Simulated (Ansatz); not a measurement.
Geometry relaxation of C (part 2 of 2)

Continued. System: C (Fd-3m, 2 atoms in the cell). Method: DFT, PBEsol, PAW with Ansatz's default frozen-core files, scalar-relativistic, no spin polarisation (Ansatz 0.2.0); cutoff 420 eV, 16×16×16 k-mesh, Fermi–Dirac smearing of 0.02 eV. The structure was built on a prototype by a generator; it need not be a known phase. It belongs to a series of runs on one base structure; here: bulk cell relaxed.

### The program's output, continued
```
SCF iter   1: F=—  HF=-493.335915 eV  |F-HF|=—  |Δ(HF+E_count)|=         —  Δρ=9.26e-5  dr2=8.19e-7  ethr=1.04e-8  ⟨swp⟩=1.0  Hψ=8181  notcnv=0
preconditioner: auto → none  [insulator: Δε(μ)=4.035 eV  Ē_g=19.739 eV  σ=0.020 eV  W_gap=1.00  n_scr=0 (ndim 8)  ℏωp=31.4 eV  f_vac=0.000  D(μ)=0.00/eV (n_scr^D=0)  ε∞_Penn≈3.5]
SCF iter   2: F=—  HF=-493.335916 eV  |F-HF|=—  |Δ(HF+E_count)|=   2.43e-7  Δρ=3.69e-5  dr2=1.35e-7  ethr=1.02e-8  ⟨swp⟩=1.5  Hψ=1357  notcnv=0
iter 3 did not close the SCF: its close was put off for the readings that it lacked (scf_convergence_deferred on its scf_iter line)
SCF iter   3: F=-493.335916 eV  HF=-493.335916 eV  |F-HF|=3.32e-10  |Δ(HF+E_count)|=   4.30e-8  Δρ=2.58e-6  dr2=3.07e-10  ethr=1.69e-9  ⟨swp⟩=2.2  Hψ=1747  notcnv=0
iter 4 did not close the SCF: its close was put off for the readings that it lacked (scf_convergence_deferred on its scf_iter line)
SCF iter   4: F=-493.335916 eV  HF=-493.335916 eV  |F-HF|=6.25e-13  |Δ(HF+E_count)|=  3.41e-10  Δρ=1.69e-7  dr2=2.30e-12  ethr=3.84e-12  ⟨swp⟩=2.1  Hψ=1745  notcnv=0
iter 5 did not close the SCF: its close was put off for the readings that it lacked (scf_convergence_deferred on its scf_iter line)
SCF iter   5: F=-493.335916 eV  HF=-493.335916 eV  |F-HF|=0.00e0  |Δ(HF+E_count)|=  3.98e-13  Δρ=1.38e-8  dr2=6.23e-15  ethr=1.00e-12  ⟨swp⟩=1.0  Hψ=1160  notcnv=0
iter 6 did not close the SCF: its close was put off for the readings that it lacked (scf_convergence_deferred on its scf_iter line)
SCF iter   6: F=-493.335916 eV  HF=-493.335916 eV  |F-HF|=1.14e-13  |Δ(HF+E_count)|=    0.00e0  Δρ=1.08e-9  dr2=5.73e-17  ethr=1.00e-12  ⟨swp⟩=1.0  Hψ=1160  notcnv=0
SCF iter   7: F=-493.335916 eV  HF=-493.335916 eV  |F-HF|=2.27e-13  |Δ(HF+E_count)|=  3.41e-13  Δρ=2.96e-10  dr2=2.19e-18  ethr=1.00e-12  ⟨swp⟩=1.0  Hψ=2900  notcnv=0
SCF 6 converged in 7 iterations: F = -493.335916 eV  dr2 = 2.19e-18
relax step   6: F+E_penalty+E_count = -493.33591559 eV  Δ(F+E_penalty+E_count) = -2.747e-5 eV  max|allowed force component| = 2.174e-16 eV/Å  Δτ_max = 0.0000 Å  P = -0.001 GPa  Ω = 11.221 Å³  energy of the carried Pulay correction = +2.548e-5 eV  (7 SCF iters, accepted)
iter 1 solved again at ethr=1.86e-8 eV; its pass at ethr=3.10e-3 eV (dr2=1.49e-6 eV) is discarded
SCF iter   1: F=—  HF=-493.335915 eV  |F-HF|=—  |Δ(HF+E_count)|=         —  Δρ=4.45e-8  dr2=5.47e-14  ethr=1.86e-8  ⟨swp⟩=3.3  Hψ=11112  notcnv=0
eigensolver tolerance schedule: the retry pair's looser diagonalisation over-reported the residual by 27172587.72 of it (diagonalisation noise at an unbounded share of the residual, at the tolerance the schedule requests for it); recorded, not acted on — ethr = c·dr2/N_el stays at c = 1.0e-1
iter 2 did not close the SCF: its close was put off for the readings that it lacked (scf_convergence_deferred on its scf_iter line)
SCF iter   2: F=-493.335916 eV  HF=-493.335916 eV  |F-HF|=1.14e-13  |Δ(HF+E_count)|=   5.03e-7  Δρ=2.19e-8  dr2=1.40e-14  ethr=1.00e-12  ⟨swp⟩=2.4  Hψ=1785  notcnv=0
iter 3 did not close the SCF: its close was put off for the readings that it lacked (scf_convergence_deferred on its scf_iter line)
SCF iter   3: F=-493.335916 eV  HF=-493.335916 eV  |F-HF|=1.14e-13  |Δ(HF+E_count)|=    0.00e0  Δρ=1.47e-8  dr2=6.17e-15  ethr=1.00e-12  ⟨swp⟩=1.0  Hψ=1160  notcnv=0
iter 4 did not close the SCF: its close was put off for the readings that it lacked (scf_convergence_deferred on its scf_iter line)
SCF iter   4: F=-493.335916 eV  HF=-493.335916 eV  |F-HF|=1.71e-13  |Δ(HF+E_count)|=    0.00e0  Δρ=8.51e-9  dr2=2.02e-15  ethr=1.00e-12  ⟨swp⟩=1.0  Hψ=1160  notcnv=0
iter 5 did not close the SCF: its close was put off for the readings that it lacked (scf_convergence_deferred on its scf_iter line)
SCF iter   5: F=-493.335916 eV  HF=-493.335916 eV  |F-HF|=2.27e-13  |Δ(HF+E_count)|=  1.14e-13  Δρ=6.44e-9  dr2=1.15e-15  ethr=1.00e-12  ⟨swp⟩=1.0  Hψ=1160  notcnv=0
SCF iter   6: F=-493.335916 eV  HF=-493.335916 eV  |F-HF|=0.00e0  |Δ(HF+E_count)|=  2.27e-13  Δρ=4.26e-9  dr2=5.02e-16  ethr=1.00e-12  ⟨swp⟩=1.4  Hψ=3037  notcnv=0
SCF 7 converged in 6 iterations: F = -493.335916 eV  dr2 = 5.02e-16
relax step   7: F+E_penalty+E_count = -493.33591559 eV  Δ(F+E_penalty+E_count) = -1.137e-13 eV  max|allowed force component| = 2.220e-16 eV/Å  Δτ_max = 0.0000 Å  P = -0.003 GPa  Ω = 11.221 Å³  stress off target by 2.51e-3 GPa  SCF on the basis re-selected at this cell (its energy is not comparable with the rows above)  (6 SCF iters)
```

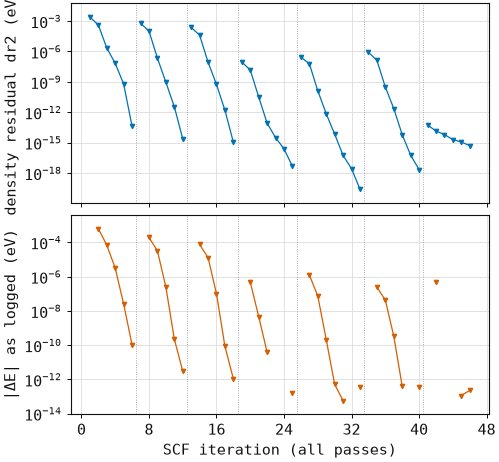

Convergence of the self-consistent field: density residual dr2 and size of the energy change against the SCF iteration. The dotted lines part the SCF passes of the relaxation: geometry steps, rejected trials and re-solves on a re-selected basis. The 7 passes take 6 to 8 iterations each, 46 in all.

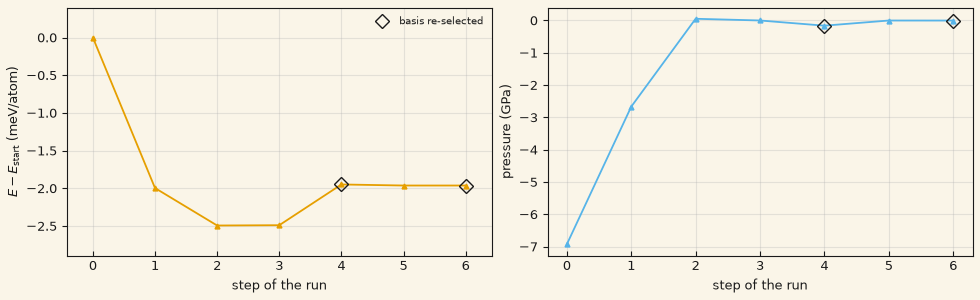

Progress of the relaxation, step by step (the first geometry is step 0 here and step 1 in the log).

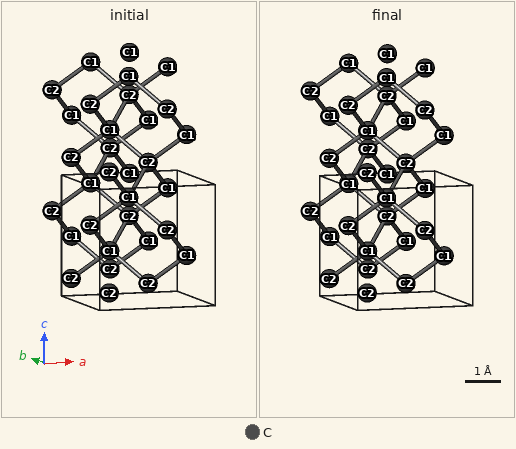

Before (left) and after (right) the relaxation, at one scale (ball-and-stick view of the cell 4 times as large as that of the calculation, set on its symmetry axes, repeated 1 × 2 × 2, seen slightly off an axis). The atoms keep their places relative to the cell (all moves are under 0.005 Å). The volume changes by −1.6 %, with a = b = c 3.573 → 3.554 Å (−0.5 %). Among the contacts that change: C1–C2 1.547 → 1.539 Å. The space group stays Fd-3m (No. 227). Over 4 geometry steps the energy falls by 2.0 meV per atom. All forces vanish by symmetry, so only the cell relaxes. The pressure goes from −6.93 to 0.00 GPa. The basis was re-selected once at an unchanged geometry, which shifts the energy a little without any move. The energy change given includes the shifts at the re-selections in mid-walk, which come without any move. A last SCF at the same geometry on a re-selected plane-wave basis shifts the energy by next to nothing (0.0 meV per atom). (Atoms are counted from 1 in the order of the input.)

```
basis re-selected at this cell: Δ(F+E_penalty+E_count) = -1.137e-13 eV, ΔP = -0.001 GPa vs the last step (what re-selecting the basis moved, of the pressure what is left beyond the Pulay correction that the steps carried, after the strain that the cell walked since its last selection, with what the two solves' SCF thresholds leave and, on support functions, any second-order correction that the steps lacked; it is no measure of the basis error at this ecutwfc). This SCF's stress stands 2.51e-3 GPa from its target on what of the cell is left free (relax.cell.stress_tol is 5.00e-2 GPa) and its largest allowed force component is 2.22e-16 eV/Å (relax.f_tol is 5.00e-3 eV/Å): within both
SCF converged after 6 iterations
Free energy (F): -493.335916 eV
Harris-Foulkes:  -493.335916 eV  (|F-HF|=0.00e0)
Internal energy: -493.335916 eV  (E = F + TS)
E sigma→0 (E₀):  -493.335916 eV
Fermi energy:    15.497190 eV
--- Per-component energies (eV) ---
  E_band       = 35.319441
  E_kinetic    = 184.675160
  E_local      = -120.849621  (includes V_loc(G=0)·N_el)
  E_nonlocal   = 53.509769
  E_hartree    = 26.158044
  E_xc         = -96.918896
  E_vxc        = -120.694351  (∫ρ·V_xc dr)
  E_paw        = -190.725363  (= ΣΔE_a)
  E_vpaw       = -13.637621  (= ΣTr[D̂ρ^β])
  E_aug_tail   = 0.000017  (compensation charges beyond the density's cutoff)
  E_ewald      = -349.227227
  E_core_change = 0.042201  (= ΣΔE_core)
  E_smearing   = -0.000000  (= −TS)
  E_closure    = -0.000000  (closes the sum)
  Σ components = -493.335916   (vs F -493.335916, Δ=0.00e0)
--- Forces (eV/Å), atoms counted from 1 ---
  atom   1  C     -0.00000000    -0.00000000    -0.00000000
  atom   2  C      0.00000000     0.00000000     0.00000000
  max |Σ_I F_I| component: 3.24e-17 eV/Å
--- Stress (GPa, compression-positive) ---
       -0.002506       0.000000       0.000000
        0.000000      -0.002506      -0.000000
        0.000000      -0.000000      -0.002506
  P = ⅓ Tr σ = -0.0025 GPa (-0.025 kbar)
--- Relaxed structure (5 steps of the walk, 5 accepted, 2 SCFs on fresh bases) ---
  F+E_penalty+E_count = -493.33591559 eV   max|allowed force component| = 2.220e-16 eV/Å   (the final SCF, on the basis selected at the relaxed cell)
  cell:  # Å, volume = 11.2208 Å³
    - [4.9669928661780555e-34, 1.7769057191572157, 1.7769057191572157]
    - [1.7769057191572157, 1.2339358628363803e-33, 1.7769057191572157]
    - [1.7769057191572157, 1.7769057191572157, 1.291358349586976e-33]
  atoms:
    - { symbol: C, position: [-0.125, -0.125, -0.125] }
    - { symbol: C, position: [0.125, 0.125, 0.125] }
```

### Trajectory as extended XYZ (Å, eV, eV/Å), 7 frames, from step=1 to step=7
```
2
Lattice="0.0000 1.7863 1.7863 1.7863 0.0000 1.7863 1.7863 1.7863 0.0000" Properties=species:S:1:pos:R:3:forces:R:3 step=1 energy=-493.33199 pressure_GPa=-6.93
C    -0.4466   -0.4466   -0.4466    0.0000   0.0000   0.0000
C     0.4466    0.4466    0.4466    0.0000   0.0000   0.0000
2
Lattice="0.0000 1.7806 1.7806 1.7806 0.0000 1.7806 1.7806 1.7806 0.0000" Properties=species:S:1:pos:R:3:forces:R:3 step=2 energy=-493.33598 pressure_GPa=-2.67
C    -0.4451   -0.4451   -0.4451    0.0000   0.0000   0.0000
C     0.4451    0.4451    0.4451    0.0000   0.0000   0.0000
2
Lattice="0.0000 1.7770 1.7770 1.7770 0.0000 1.7770 1.7770 1.7770 0.0000" Properties=species:S:1:pos:R:3:forces:R:3 step=3 energy=-493.33698 pressure_GPa=0.05
C    -0.4443   -0.4443   -0.4443    0.0000   0.0000   0.0000
C     0.4443    0.4443    0.4443    0.0000   0.0000   0.0000
2
Lattice="0.0000 1.7771 1.7771 1.7771 0.0000 1.7771 1.7771 1.7771 0.0000" Properties=species:S:1:pos:R:3:forces:R:3 step=4 energy=-493.33697 pressure_GPa=-0.00
C    -0.4443   -0.4443   -0.4443    0.0000   0.0000   0.0000
C     0.4443    0.4443    0.4443    0.0000   0.0000   0.0000
2
Lattice="0.0000 1.7771 1.7771 1.7771 0.0000 1.7771 1.7771 1.7771 0.0000" Properties=species:S:1:pos:R:3:forces:R:3 step=5 energy=-493.33589 pressure_GPa=-0.16
C    -0.4443   -0.4443   -0.4443    0.0000   0.0000   0.0000
C     0.4443    0.4443    0.4443    0.0000   0.0000   0.0000
2
Lattice="0.0000 1.7769 1.7769 1.7769 0.0000 1.7769 1.7769 1.7769 0.0000" Properties=species:S:1:pos:R:3:forces:R:3 step=6 energy=-493.33592 pressure_GPa=-0.00
C    -0.4442   -0.4442   -0.4442    0.0000   0.0000   0.0000
C     0.4442    0.4442    0.4442    0.0000   0.0000   0.0000
2
Lattice="0.0000 1.7769 1.7769 1.7769 0.0000 1.7769 1.7769 1.7769 0.0000" Properties=species:S:1:pos:R:3:forces:R:3 step=7 energy=-493.33592 pressure_GPa=-0.00
C    -0.4442   -0.4442   -0.4442    0.0000   0.0000   0.0000
C     0.4442    0.4442    0.4442    0.0000   0.0000   0.0000
```

The run was set up as follows.

### Input file
```yaml
crystal:
  lattice:
    - [0.0, 1.7863159877, 1.7863159877]
    - [1.7863159877, 0.0, 1.7863159877]
    - [1.7863159877, 1.7863159877, 0.0]
  atoms:
    - { symbol: C, position: [-0.125, -0.125, -0.125] }
    - { symbol: C, position: [0.125, 0.125, 0.125] }
kpoints:
  mp_grid: { grid: [16, 16, 16] }
scf:
  occupations: { method: fermi_dirac, width: 0.02 }
hamiltonian:
  xc: pbesol
  pseudopotentials: { kind: paw }
output:
  forces: true
  stress: true
relax:
  f_tol: 0.005
  max_steps: 40
  cell: {}
```

Launched with:
```bash
ansatz run input.yaml --threads 2 --pin off --max-ram 4096MiB --backend cpu --events-out ev --progress --plain --runs-dir out
```

### Key numbers

| quantity | value |
| --- | --- |
| outcome | converged |
| space group (tolerance 0.01 Å) | Fd-3m (227) |
| electrons treated | 8 |
| free energy | −493.3359 eV |
| Fermi energy | 15.497 eV |
| pressure | 0.00 GPa |
| final volume | 11.22 Å³ |
| largest force (length of the vector) at the end | under 0.001 eV/Å |
| final cell | a = 2.513 Å, b = 2.513 Å, c = 2.513 Å, α = 60.00°, β = 60.00°, γ = 60.00° |
| hardware | 2 threads of Arm Neoverse N1, 24 GiB of memory available, shared host |
| wall time | 5.7 s (CPU time 10 s) |
| peak memory | 0.27 GiB |
